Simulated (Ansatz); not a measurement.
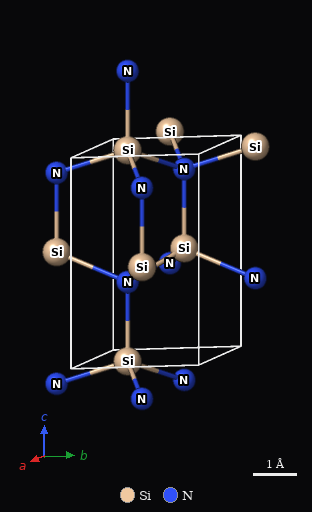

Crystalline SiN (a generated structure, set up in P6_3mc) (coarse preliminary run), before the relaxation. Style: ball-and-stick. Shown: the cell of the calculation, slightly off an axis.

Case: C → N on all its sites, cell and atoms relaxed.

Method: DFT PBE, scalar-relativistic, plane waves, PAW in Ansatz.

Input file:
```yaml
crystal:
  lattice:
    - [3.0396408991, 0.0, 0.0]
    - [-1.5198204495, 2.632406237, 0.0]
    - [0.0, 0.0, 4.9884680077]
  atoms:
    - { symbol: Si, position: [0.3333333333, 0.6666666667, 0.4995817072] }
    - { symbol: Si, position: [0.6666666667, 0.3333333333, 0.9995817072] }
    - { symbol: "N", position: [0.3333333333, 0.6666666667, 0.8754182928] }
    - { symbol: "N", position: [0.6666666667, 0.3333333333, 0.3754182928] }
basis:
  ecutwfc: 420
kpoints:
  mp_grid: { grid: [6, 6, 4] }
hamiltonian:
  xc: pbe
scf:
  occupations: { method: gaussian, width: 0.1 }
output:
  forces: true
  stress: true
  eigenvalues: true
relax:
  adjacent_minimum: "off"
  f_tol: 0.05
  max_steps: 60
  cell: { stress_tol: 0.5 }
```

Command:
```bash
ansatz run input.yaml --threads 1 --pin off --max-ram 2560MiB --backend cpu --events-out ev --progress --plain --runs-dir out
```

> Predict the outcome.

Over 7 accepted moves (9 points after the start) the energy falls by 220 meV per atom. Largest force component: 1.2 eV/Å at the start, 0.0069 eV/Å at the end. The pressure goes from 3.44 to −0.08 GPa. At 2 points the geometry stayed and the basis and grid were re-selected for the new cell (energy shift of 6.3 meV per atom at most each time). The largest moves relative to the cell, 0.090 Å, are those of Si1, Si2, N3 and N4. N4 goes along −c. By element the largest moves are N 0.090 Å, Si 0.090 Å. Cell: a = b 3.040 → 2.834 Å (−6.8 %), c 4.988 → 5.709 Å (+14.5 %). Volume −0.5 %. Among the contacts that change: Si1–N3 1.875 → 1.966 Å. Among the angles between lasting bonds that change: N4–Si1–N4 109.5° → 99.1°, Si2–N3–Si2 109.5° → 99.1°, N3–Si1–N4 109.4° → 118.5°. The space group stays P6_3mc (No. 186).

The end point in the same view:

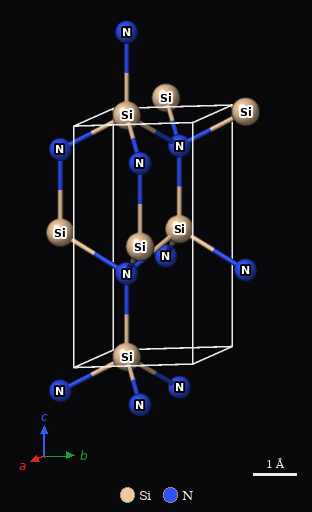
